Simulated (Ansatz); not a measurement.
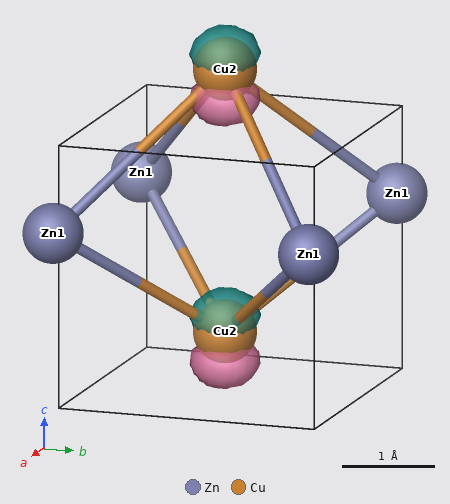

ZnCu: one atom of the 2-atom cell (and its periodic copies) was moved a little. Density after less density before, teal at +6 and pink at −6 e/Å³, seen slightly off an axis; cell a = 2.94 Å, b = 2.94 Å, c = 2.94 Å, α = 90.00°, β = 90.00°, γ = 90.00°. The lobes lie largely inside the PAW sphere, where the density is a smoothed one.

Space group Pm-3m; the calculation finds a residual pressure of about 4 GPa at this fixed cell.

All numbers below come from Ansatz 0.2.0, DFT PBE, scalar-relativistic, plane waves, PAW.

> Which atom moved, and which way?

Cu2 moved towards the teal lobe, upwards in the picture. In the run the shift was 0.15 Å along [0 0 1] in the axes of the cell drawn.

> What restoring force does the calculation give for this move?

The force on it changes by 0.70 eV/Å along the move, against it: a stiffness of about 4.7 eV/Å² for this sublattice shift.
